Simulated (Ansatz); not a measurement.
Single-point calculation of WS2 (part 1 of 3)

System: WS2 (P-6m2, 48 atoms in the cell).
Method: DFT PBE+D3(BJ), scalar-relativistic, plane waves, PAW, no spin polarisation (Ansatz 0.2.0).

The structure derives from a Materials Project entry. It belongs to a series of runs on one base structure; here: the perfect crystal in a cell of 48 atoms. Figures and captions count atoms from 1; the log counts them from 0 in places.

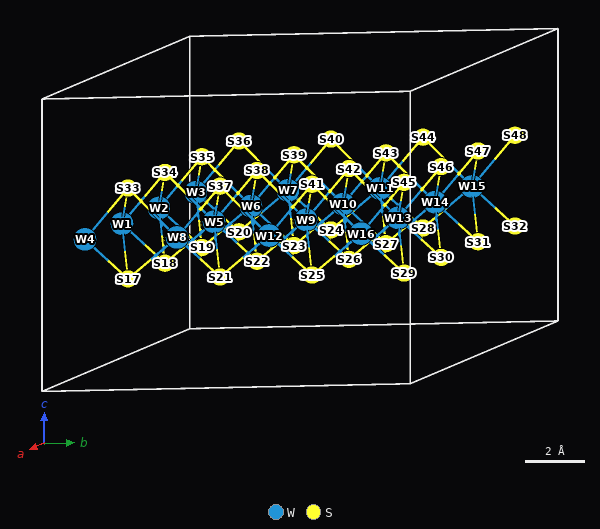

Figure 1. The input geometry (ball-and-stick view of the cell of the calculation, with the vacuum cut short, seen slightly off an axis; atoms are numbered from 1 in the order of the input). An atom can appear more than once, as a periodic image. Near neighbours in the periodic cell (some may lie outside the picture): W has 6 S at 2.41 Å; S has 3 W at 2.41 Å.

### Results in brief

| quantity | value |
| --- | --- |
| outcome | converged |
| space group (tolerance 0.01 Å) | P-6m2 (187) |
| electrons treated | 416 |
| free energy | −195077.7805 eV |
| Fermi energy | 1.414 eV |
| gap on the k-point mesh | 2.27 eV |
| pressure | −0.02 GPa |
| largest force (length of the vector) | 0.001 eV/Å |
| hardware | 4 threads of Oxide Virtual Turin-like (Zen 5), 32 GiB of memory available, shared host |
| wall time | 54 s (CPU time 3.3 min) |
| peak memory | 8.2 GiB |

Notes on the run: the exchange-correlation potential is rough where the density is thin. Spin–orbit coupling is left out, which matters for W.

### Input
```yaml
crystal:
  lattice:
    - [6.3194333884, -10.9455797038, 0.0]
    - [6.3194333884, 10.9455797038, 0.0]
    - [0.0, 0.0, 16.939467192]
  atoms:
    - { symbol: W, position: [0.6666666667, 0.0833333333, 0.0] }
    - { symbol: W, position: [0.4166666667, 0.0833333333, 0.0] }
    - { symbol: W, position: [0.1666666667, 0.0833333333, 0.0] }
    - { symbol: W, position: [0.9166666667, 0.0833333333, 0.0] }
    - { symbol: W, position: [0.6666666667, 0.3333333333, 0.0] }
    - { symbol: W, position: [0.4166666667, 0.3333333333, 0.0] }
    - { symbol: W, position: [0.1666666667, 0.3333333333, 0.0] }
    - { symbol: W, position: [0.9166666667, 0.3333333333, 0.0] }
    - { symbol: W, position: [0.6666666667, 0.5833333333, 0.0] }
    - { symbol: W, position: [0.4166666667, 0.5833333333, 0.0] }
    - { symbol: W, position: [0.1666666667, 0.5833333333, 0.0] }
    - { symbol: W, position: [0.9166666667, 0.5833333333, 0.0] }
    - { symbol: W, position: [0.6666666667, 0.8333333333, 0.0] }
    - { symbol: W, position: [0.4166666667, 0.8333333333, 0.0] }
    - { symbol: W, position: [0.1666666667, 0.8333333333, 0.0] }
    - { symbol: W, position: [0.9166666667, 0.8333333333, 0.0] }
    - { symbol: S, position: [0.8333333333, 0.1666666667, 0.9069626205] }
    - { symbol: S, position: [0.5833333333, 0.1666666667, 0.9069626205] }
    - { symbol: S, position: [0.3333333333, 0.1666666667, 0.9069626205] }
    - { symbol: S, position: [0.0833333333, 0.1666666667, 0.9069626205] }
    - { symbol: S, position: [0.8333333333, 0.4166666667, 0.9069626205] }
    - { symbol: S, position: [0.5833333333, 0.4166666667, 0.9069626205] }
    - { symbol: S, position: [0.3333333333, 0.4166666667, 0.9069626205] }
    - { symbol: S, position: [0.0833333333, 0.4166666667, 0.9069626205] }
    - { symbol: S, position: [0.8333333333, 0.6666666667, 0.9069626205] }
    - { symbol: S, position: [0.5833333333, 0.6666666667, 0.9069626205] }
    - { symbol: S, position: [0.3333333333, 0.6666666667, 0.9069626205] }
    - { symbol: S, position: [0.0833333333, 0.6666666667, 0.9069626205] }
    - { symbol: S, position: [0.8333333333, 0.9166666667, 0.9069626205] }
    - { symbol: S, position: [0.5833333333, 0.9166666667, 0.9069626205] }
    - { symbol: S, position: [0.3333333333, 0.9166666667, 0.9069626205] }
    - { symbol: S, position: [0.0833333333, 0.9166666667, 0.9069626205] }
    - { symbol: S, position: [0.8333333333, 0.1666666667, 0.0930373795] }
    - { symbol: S, position: [0.5833333333, 0.1666666667, 0.0930373795] }
    - { symbol: S, position: [0.3333333333, 0.1666666667, 0.0930373795] }
    - { symbol: S, position: [0.0833333333, 0.1666666667, 0.0930373795] }
    - { symbol: S, position: [0.8333333333, 0.4166666667, 0.0930373795] }
    - { symbol: S, position: [0.5833333333, 0.4166666667, 0.0930373795] }
    - { symbol: S, position: [0.3333333333, 0.4166666667, 0.0930373795] }
    - { symbol: S, position: [0.0833333333, 0.4166666667, 0.0930373795] }
    - { symbol: S, position: [0.8333333333, 0.6666666667, 0.0930373795] }
    - { symbol: S, position: [0.5833333333, 0.6666666667, 0.0930373795] }
    - { symbol: S, position: [0.3333333333, 0.6666666667, 0.0930373795] }
    - { symbol: S, position: [0.0833333333, 0.6666666667, 0.0930373795] }
    - { symbol: S, position: [0.8333333333, 0.9166666667, 0.0930373795] }
    - { symbol: S, position: [0.5833333333, 0.9166666667, 0.0930373795] }
    - { symbol: S, position: [0.3333333333, 0.9166666667, 0.0930373795] }
    - { symbol: S, position: [0.0833333333, 0.9166666667, 0.0930373795] }
basis:
  ecutwfc: 420
  xc_grid: 2
kpoints:
  mp_grid: { grid: [2, 2, 2], shift: [0.0, 0.0, 0.0] }
hamiltonian:
  xc: pbe
  dispersion: d3bj
scf:
  occupations: { method: gaussian, width: 0.01 }
output:
  forces: true
  stress: true
  eigenvalues: true
  write_density: true
  write_potential: true
  elf: true
  volumetric_format: npy
```

Launch command:
```bash
ansatz run input.yaml --threads 4 --pin off --max-ram 10240MiB --backend cpu --events-out ev --progress --plain --runs-dir out
```

### Output
```
Engine: ansatz 0.2.0, x86_64-unknown-linux-gnu
Pseudopotentials: kind: paw
Pseudopotential: W, paw, valence charge 14, recommended cutoff 420 eV (normal), W.paw.azcp
Pseudopotential: S, paw, valence charge 6, recommended cutoff 420 eV (normal), S.paw.azcp
Functional definition: PBE
  parameter kappa = 0.804
  parameter beta = 0.06672455060314922
  exchange = pbe_x(kappa = kappa, mu = beta*pi^2/3)
  correlation = pbe_c(beta = beta)
Crystal: 48 atoms, lattice volume = 2343.401 Å³
Basis set: ecut = 420 eV, 45813 PW (Γ), exchange–correlation on 180×180×240 points (8 copies of the dense FFT grid, shifted against one another)
Bands: 256, of which v1, the nominal top of the filled ones, is band 208 counted from 1 (207 counted from 0)
Symmetry: 192 space group operations
Space group: P-6m2 (ITA 187), of the structure as read, at distance tolerance 1.3e-4 Å
k-points: 4 of 8
Non-local potential: W, projectors of the file, l = 0: 3, l = 1: 2, l = 2: 2, l = 3: 1
Non-local potential: S, projectors of the file, l = 0: 2, l = 1: 2, l = 2: 2
PAW form: soft (Blöchl's): semilocal exchange-correlation on the pseudo side does not see the compensation charge
PAW one-centre angular grid: W, 590 points (default); XC on 64 Gauss nodes
PAW one-centre angular grid: S, 110 points (default); XC on 64 Gauss nodes
Initial density: superposition of atomic densities (neutral atoms: chi_scale 0, normalization atom), corrected by the library's trained network
Initial wavefunctions: pseudopotential atomic-orbital guess
Functional: x = pbe(κ = 0.804, μ = 0.2195149727645171), c = pbe(β = 0.06672455060314922)
SCF iter   1: F=—  HF=-195077.705325 eV  |F-HF|=—  |Δ(HF+E_count)|=         —  Δρ=3.50e-3  dr2=3.66e-1  ethr=1.77e-3  ⟨swp⟩=7.8  Hψ=4607  notcnv=0  defer=22
preconditioner: auto → Resta (q_TF=auto, 2.045 Å⁻¹)  ε∞=3.4  [insulator: Δε(μ)=2.252 eV  Ē_g=8.330 eV  σ=0.010 eV  W_gap=1.00  n_scr=316 (ndim 8)  ℏωp=13.0 eV  f_vac=0.608  D(μ)=0.00/eV (n_scr^D=0)  ε∞_Penn≈3.4  vacuum switching on, ρ_ref=5.0e-3 e/Å³]
SCF iter   2: F=—  HF=-195077.741817 eV  |F-HF|=—  |Δ(HF+E_count)|=   3.65e-2  Δρ=1.96e-3  dr2=8.43e-2  ethr=8.81e-5  ⟨swp⟩=3.0  Hψ=1820  notcnv=0  defer=140
SCF iter   3: F=—  HF=-195077.760971 eV  |F-HF|=—  |Δ(HF+E_count)|=   1.92e-2  Δρ=1.13e-3  dr2=1.55e-2  ethr=2.03e-5  ⟨swp⟩=2.5  Hψ=1396  notcnv=0  defer=140
SCF iter   4: F=—  HF=-195077.780972 eV  |F-HF|=—  |Δ(HF+E_count)|=   2.00e-2  Δρ=2.73e-4  dr2=1.09e-3  ethr=3.72e-6  ⟨swp⟩=2.0  Hψ=1512  notcnv=0  defer=140
SCF iter   5: F=—  HF=-195077.782037 eV  |F-HF|=—  |Δ(HF+E_count)|=   1.06e-3  Δρ=5.46e-5  dr2=1.52e-4  ethr=2.62e-7  ⟨swp⟩=2.0  Hψ=1594  notcnv=0  defer=140
SCF iter   6: F=—  HF=-195077.782014 eV  |F-HF|=—  |Δ(HF+E_count)|=   2.26e-5  Δρ=5.04e-6  dr2=1.27e-6  ethr=3.65e-8  ⟨swp⟩=2.0  Hψ=1332  notcnv=0  defer=140
SCF iter   7: F=—  HF=-195077.780461 eV  |F-HF|=—  |Δ(HF+E_count)|=   1.55e-3  Δρ=2.10e-6  dr2=1.90e-7  ethr=3.06e-10  ⟨swp⟩=3.0  Hψ=2118  notcnv=0  defer=140
SCF iter   8: F=-195077.780461 eV  HF=-195077.780461 eV  |F-HF|=3.49e-9  |Δ(HF+E_count)|=   3.90e-9  Δρ=3.17e-7  dr2=5.64e-9  ethr=2.40e-11  ⟨swp⟩=22.2  Hψ=9363  notcnv=0
SCF 1 converged in 8 iterations: F = -195077.780461 eV  dr2 = 5.64e-9
  greatest PAW one-centre occupation: 1.000 electrons in one spin orbital (limit 2), on the W atom at site 15 (counted from 0), in its partial waves of l = 0
WARN: The output density's exchange-correlation potential varies sharply where the density is thin. Do not read a vacuum level from v_tot or v_xc, or from such a field of the output density. On a cell that repeats whose density bears no net charge and no dipole along the vacuum's axis use v_es (v_loc + v_h of the components); under efield.dipole_correction with no amplitude use v_es + v_field, which holds any external_charges[].barrier, or the levels of the report's work_function block, which leave it out; under a non-zero efield.amplitude the vacuum is tilted and has no level; on a cell that repeats and bears such a dipole with no correction it is tilted too, and efield.dipole_correction with no amplitude gives each side of its ramp a level where efield: is served; in a cell that repeats whose density bears a net charge (total_charge, or a fill off its count) it is curved and has none; of a slab under crystal.periodic whose density bears no net charge use v_es, which has a level on each side, short of where the two are joined; of another it falls or rises all the way out and has none; of a slab beside external_charges read slab_vacuum_level instead, which it has where they leave it neutral. The grid or the basis barely resolves most such structure, and the values can differ between equally converged runs; as a rule a tighter scf.convergence.dr2_threshold does not remove it. Where the density itself ripples (under the LDA too) a higher basis.ecutwfc lessens it. The files hold the spikes' plane waves up to the density's cutoff. Files: v_tot_of_output_density and the like, and their columns of v_z.tsv (output.write_potential); v_xc_of_output_density and the like, and their columns of v_comp_z.tsv (output.write_potential_components). Measured: with its Gaussian average of σ = 0.25 Å subtracted twice, the exchange-correlation potential is over 0.1 eV at 28 of the grid points where the equally averaged density (valence and model cores) is under 1e-3 e/Å³, and 0.156 eV at the most among them, at an averaged density of 1.2e-8 e/Å³. See output.write_potential in the manual, Limitations
SCF converged after 8 iterations
Free energy (F): -195077.780461 eV
Harris-Foulkes:  -195077.780461 eV  (|F-HF|=3.49e-9)
Internal energy: -195077.780461 eV  (E = F + TS)
E sigma→0 (E₀):  -195077.780461 eV
Fermi energy:    1.413588 eV
--- Per-component energies (eV) ---
  E_band       = -7416.619290
  E_kinetic    = 10660.624883
  E_local      = -199925.612997  (includes V_loc(G=0)·N_el)
  E_nonlocal   = 916.625031
  E_hartree    = 94866.236326
  E_xc         = -7393.861356
  E_vxc        = -6639.251943  (∫ρ·V_xc dr)
  E_paw        = -156210.031959  (= ΣΔE_a)
  E_vpaw       = -2161.452158  (= ΣTr[D̂ρ^β])
  E_aug_tail   = -0.000991  (compensation charges beyond the density's cutoff)
  E_ewald      = 62023.158534
  E_disp       = -14.917932  (pairwise vdW)
  E_smearing   = -0.000000  (= −TS)
  E_closure    = 0.000000  (closes the sum)
  Σ components = -195077.780461   (vs F -195077.780461, Δ=0.00e0)
--- Forces (eV/Å), atoms counted from 1 ---
  atom   1  W      0.00000000     0.00000000     0.00000000
  atom   2  W      0.00000000     0.00000000    -0.00000000
  atom   3  W      0.00000000     0.00000000     0.00000000
  atom   4  W     -0.00000000     0.00000000     0.00000000
  atom   5  W      0.00000000    -0.00000000    -0.00000000
  atom   6  W      0.00000000     0.00000000    -0.00000000
  atom   7  W      0.00000000    -0.00000000    -0.00000000
  atom   8  W     -0.00000000     0.00000000     0.00000000
  atom   9  W      0.00000000    -0.00000000    -0.00000000
  atom  10  W      0.00000000     0.00000000     0.00000000
  atom  11  W     -0.00000000    -0.00000000    -0.00000000
  atom  12  W     -0.00000000     0.00000000    -0.00000000
  atom  13  W      0.00000000     0.00000000    -0.00000000
  atom  14  W      0.00000000     0.00000000    -0.00000000
  atom  15  W      0.00000000    -0.00000000     0.00000000
  atom  16  W     -0.00000000     0.00000000     0.00000000
  atom  17  S     -0.00000000    -0.00000000     0.00062498
  atom  18  S     -0.00000000     0.00000000     0.00062498
  atom  19  S     -0.00000000     0.00000000     0.00062498
  atom  20  S     -0.00000000     0.00000000     0.00062498
  atom  21  S     -0.00000000    -0.00000000     0.00062498
  atom  22  S      0.00000000     0.00000000     0.00062498
  atom  23  S      0.00000000     0.00000000     0.00062498
  atom  24  S      0.00000000     0.00000000     0.00062498
  atom  25  S      0.00000000    -0.00000000     0.00062498
  atom  26  S      0.00000000     0.00000000     0.00062498
  atom  27  S      0.00000000     0.00000000     0.00062498
  atom  28  S     -0.00000000     0.00000000     0.00062498
  atom  29  S      0.00000000    -0.00000000     0.00062498
  atom  30  S      0.00000000     0.00000000     0.00062498
  atom  31  S      0.00000000     0.00000000     0.00062498
  atom  32  S      0.00000000     0.00000000     0.00062498
  atom  33  S      0.00000000     0.00000000    -0.00062498
  atom  34  S      0.00000000    -0.00000000    -0.00062498
  atom  35  S      0.00000000    -0.00000000    -0.00062498
  atom  36  S      0.00000000    -0.00000000    -0.00062498
  atom  37  S     -0.00000000     0.00000000    -0.00062498
  atom  38  S      0.00000000     0.00000000    -0.00062498
  atom  39  S     -0.00000000     0.00000000    -0.00062498
  atom  40  S      0.00000000     0.00000000    -0.00062498
  atom  41  S     -0.00000000     0.00000000    -0.00062498
  atom  42  S     -0.00000000     0.00000000    -0.00062498
  atom  43  S     -0.00000000     0.00000000    -0.00062498
  atom  44  S      0.00000000     0.00000000    -0.00062498
  atom  45  S      0.00000000     0.00000000    -0.00062498
  atom  46  S     -0.00000000     0.00000000    -0.00062498
  atom  47  S     -0.00000000     0.00000000    -0.00062498
  atom  48  S      0.00000000     0.00000000    -0.00062498
  max |Σ_I F_I| component: 9.61e-17 eV/Å
--- Stress (GPa, compression-positive) ---
       -0.015137       0.000000      -0.000000
        0.000000      -0.015137       0.000000
       -0.000000       0.000000      -0.015893
  P = ⅓ Tr σ = -0.0154 GPa (-0.154 kbar)
--- Band table (eV) ---
```
